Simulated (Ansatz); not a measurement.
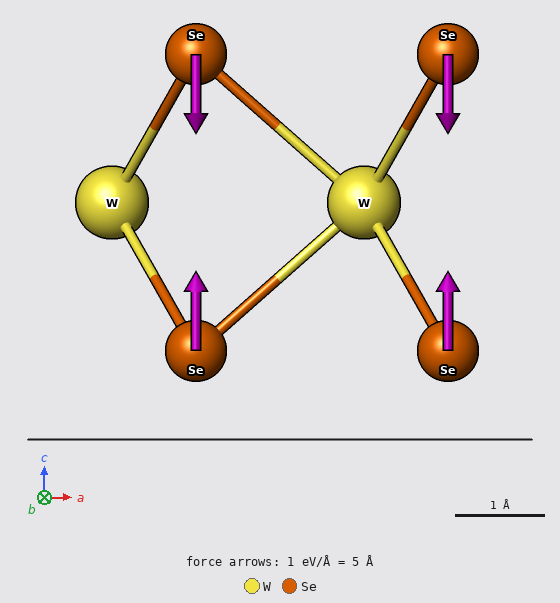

A changed version of a slab of composition WSe2 at its r2SCAN-relaxed geometry, with the computed forces as purple arrows. A ball-and-stick model of the 2 × 2 repeat of the cell, outlined in the plane, without the vacuum, seen along the b axis.

Theory: Ansatz, DFT, HSE06, plane waves, PAW. (plane-wave cutoff 420 eV; k-point mesh 6 × 6 × 1; occupations fixed; no spin polarisation)

> Where do the forces point?

The cell is strained by 0.0 % along the normal (+c) and −1.0 % across it (volume −2.0 %). The atoms were relaxed with r2SCAN under that strain, and this is a single point on that geometry. The energy falls by 2.2 meV per atom. The largest forces, 0.18 eV/Å, act on 2 Se atoms of the calculation's cell. The band gap goes from 1.99 to 2.14 eV. Near-neighbour distances before and after: Se–W 2.534 → 2.527 Å. The space group stays P-6m2 (No. 187).
